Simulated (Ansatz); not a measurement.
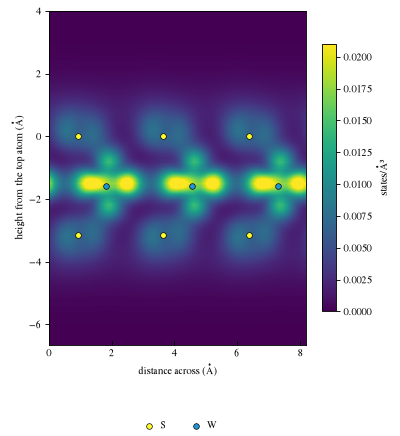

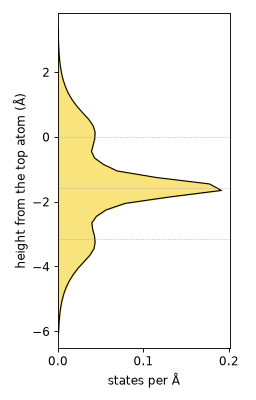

Density of all states between 0.00 and +1.20 eV (zero: the middle of the gap) of monolayer WS2: side view, averaged along the second cell vector, and the full density summed over planes, the part near the nuclei included (dotted lines mark the atomic planes).

The first picture shows the smooth PAW orbitals' density alone, which lacks about 9 % of these states' charge, near the nuclei; the shares below count all of it.

These are results of DFT PBE+D3(BJ), scalar-relativistic, plane waves, PAW in Ansatz, not measurements. Cutoff 420 eV, 39 × 39 k-points, Gaussian smearing 0.05 eV, dipole correction. No spin polarisation. Spin–orbit coupling is left out; with W it can shift levels and gaps. The run warns that the functional's potential is rough in the thin density of the vacuum, where the tip is; weak contrasts and barriers may feel it.

The calculation's input:

```yaml
crystal:
  lattice:
    - [3.1596404886, 0.0, 0.0]
    - [-1.5798202443, 2.73632893, 0.0]
    - [0.0, 0.0, 20.1523006298]
  atoms:
    - { symbol: S, position: [0.3333333333, 0.6666666667, 0.4217880706] }
    - { symbol: W, position: [0.6666666667, 0.3333333333, 0.4999999924] }
    - { symbol: S, position: [0.3333333333, 0.6666666667, 0.5782119294] }
basis:
  ecutwfc: 420.0
  fft_grid_basis: typed
kpoints:
  mp_grid: { grid: [39, 39, 1] }
hamiltonian:
  xc: pbe
  dispersion: d3bj
scf:
  occupations: { method: gaussian, width: 0.05 }
output:
  forces: true
  eigenvalues: true
  band_densities:
    - { e_range: [-2.95, -2.15] }
    - { e_range: [-2.15, -1.55] }
    - { e_range: [-1.55, -1.2] }
    - { e_range: [-1.2, 0.0] }
    - { e_range: [0.0, 1.2] }
    - { e_range: [1.2, 1.55] }
    - { e_range: [1.55, 2.15] }
    - { e_range: [2.15, 2.75] }
  band_residual_tolerance: 1.0e-05
  write_potential: true
  elf: true
  write_density: true
  volumetric_format: npy
efield:
  axis: 3
  dipole_correction: true
  ramp_width: 0.04
checkpoint:
  read: start.run
  write: ck
  compress: false
  write_wavefunctions: false
  write_every: 100000
```

Command:

```sh
ansatz run input.yaml --threads 1 --pin off --max-ram 2211MiB --backend cpu --events-out ev --progress --plain --runs-dir out
```

Cost without the relaxation before it: 39 s on 1 thread of Intel(R) Xeon(R) 6975P-C (Granite Rapids) (shared host), peak memory 0.78 GiB.

Q: Where in the slab do these states sit?

A: The window holds 0.33 states per cell. Shares by plane (space cut midway between planes), top to bottom: S 25 %, W 50 %, S 25 %; the outer planes' shares include the vacuum, and density in a gap between layers is shared out between the planes on either side.
